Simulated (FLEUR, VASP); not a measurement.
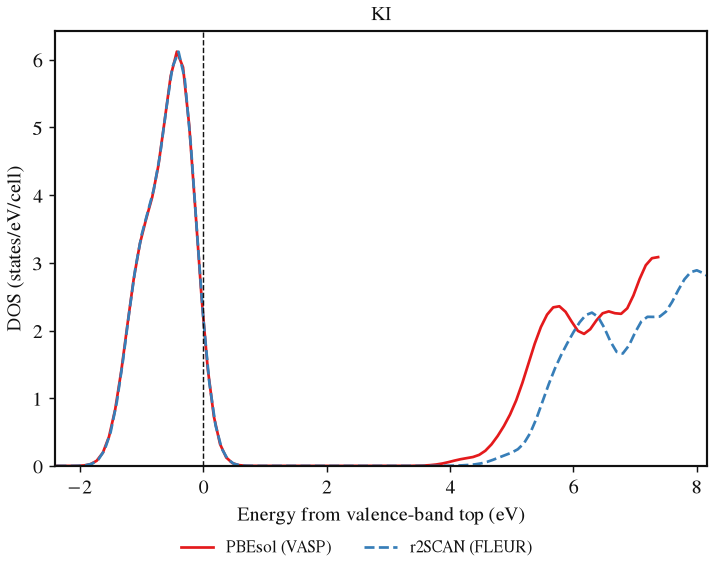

Total densities of states of rocksalt KI, space group Fm-3m (No. 225), 2 atoms in the primitive cell (cubic a = 7.066 Å), by two methods on the same cell. The DOS curves are built from the levels of the k mesh with Gaussians 0.55 eV wide, which also blur the band edges; ripples of that width can come from the mesh. Each is counted from its own valence-band top.

### How do the methods compare?

PBEsol (VASP) gives a gap of 3.81 eV and r2SCAN (FLEUR) gives a gap of 4.40 eV.

Settings. PBEsol (VASP): VASP PAW PBE potentials, release 64 (I, K_sv), no spin polarisation, no spin-orbit coupling, 8×8×8 k mesh, 520 eV cutoff, Gaussian smearing of 0.02 eV (VASP 6.6.1). r2SCAN (FLEUR): all-electron, no spin polarisation, no spin-orbit coupling, 7×7×7 k mesh, Fermi-Dirac smearing of 0.05 eV (FLEUR MaX-R8.1 (later development tree)).

Gaps are the smallest over all k points computed. The two runs differ in program as well. Spin-orbit coupling is left out, which matters for I. LDA, GGA and most meta-GGA functionals understate gaps. PBEsol (VASP): the PAW data sets were made with another functional. r2SCAN (FLEUR): the meta-GGA is that of a development version, with a GGA for the radial functions and cores and without core tails.
